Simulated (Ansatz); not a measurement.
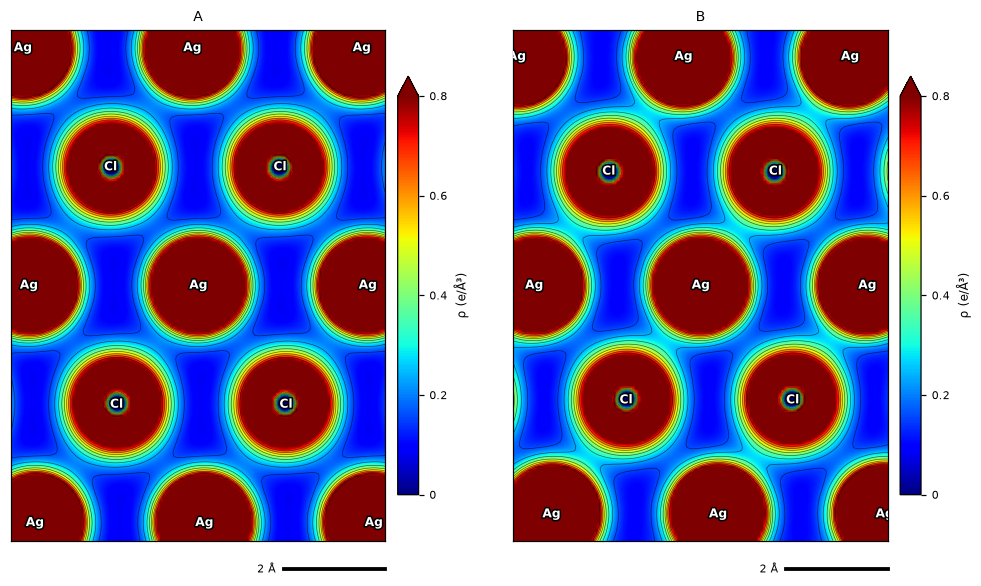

AgCl. The valence charge density (pseudo) of two cells that differ in size and shape, on the (101̄) plane of each (indices in the axes of the calculation cell), at one length scale and on one colour scale; one has 17.5 and the other 18.5 Å³ an atom.

The calculation used DFT PBEsol, scalar-relativistic, plane waves, PAW in Ansatz 0.2.0.

In a PAW calculation such maps are meaningful between the atoms, not at the nuclei.

The larger cell:

```yaml
crystal:
  lattice:
    - [3.33142, -0.02958, -0.02958]
    - [-0.02958, 3.33142, -0.02958]
    - [-0.02958, -0.02958, 3.33142]
  atoms:
    - { symbol: Ag, position: [0.00000, 0.00000, 0.00000] }
    - { symbol: Cl, position: [0.50000, 0.50000, 0.50000] }
```

The smaller cell: a = 3.275 Å, b = 3.275 Å, c = 3.275 Å, α = 92.98°, β = 92.98°, γ = 92.98°.

Which is the denser cell? Describe the effect of the change.

Panel B is the smaller cell, by 5 % in volume. From the larger cell to the smaller, Ag–Cl goes from 2.83 to 2.69 Å, and the density at its midpoint from 0.21 to 0.27 e/Å³; the pressure goes from 0.0 to 4.4 GPa; the Kohn–Sham gap goes from 0.39 eV to 0.33 eV.
